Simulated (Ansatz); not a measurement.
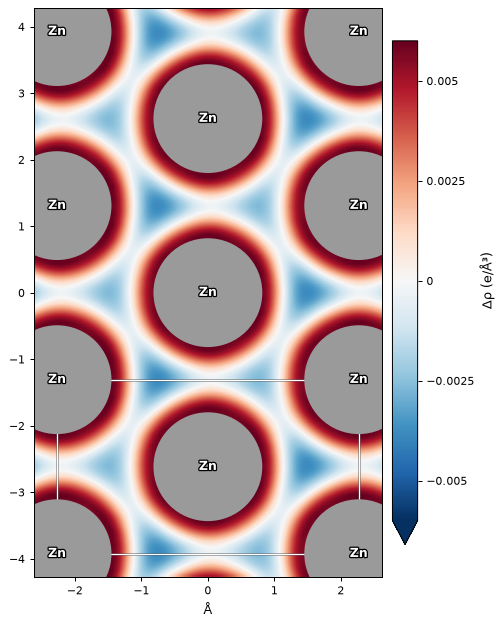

Zn: difference of two self-consistent densities at the same geometry, ρ(LDA) − ρ(PBE), on the (001) plane of the conventional cell. Grey discs cover the cores, where the PAW densities can't be compared. Cores are masked to 0.8 Å (Zn).

Space group C2/m. This isn't the usual form at ambient conditions. The cell comes from a database of computed structures, not from a measurement.

Both runs: Ansatz, scalar-relativistic, plane waves and PAW, same cutoff, k-points and PAW files (made with PBE).

Question: How does the change of level move the electrons?

Answer: Against PBE, and outside the masked cores, the largest gain lies at the edge of the masked core of Zn, and the largest loss, 0.004 e/Å³, lies 1.6 Å from a zinc nucleus.
At this volume the pressure is 4 GPa with PBE and −5 GPa with LDA.

Run times: 40 s (LDA) and 38 s (base cell), on 1 thread of Intel(R) Xeon(R) Platinum 8559C (Emerald Rapids), with other jobs on the host.
